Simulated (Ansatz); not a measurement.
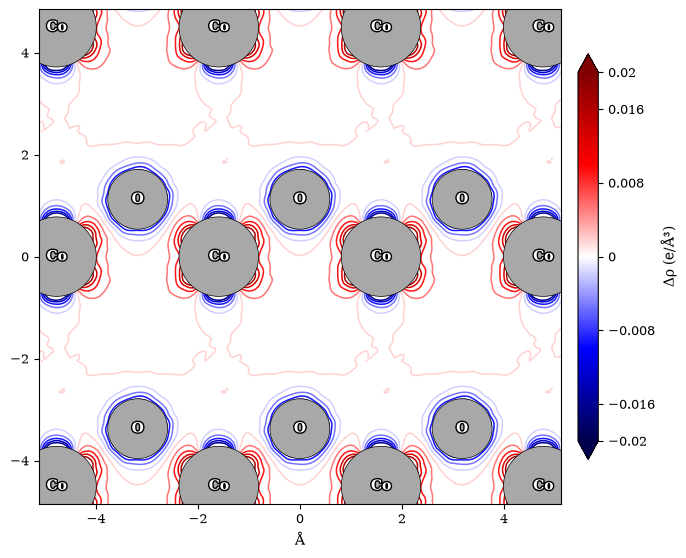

CoO. Difference of the valence pseudo-densities of two functionals at the same geometry, on the (011̄) plane of the calculation cell: PBEsol less PBE.

Both computed with Ansatz (plane waves, PAW), on the same k-point mesh. Grey discs cover the atomic cores.

Q: Where does the change of functional move the electrons?

A: Against PBE, PBEsol gives more density in the space between the atoms (+0.002 e/Å³ on average) and a change of +0.009 e/Å³ at the midpoint of Co–O.
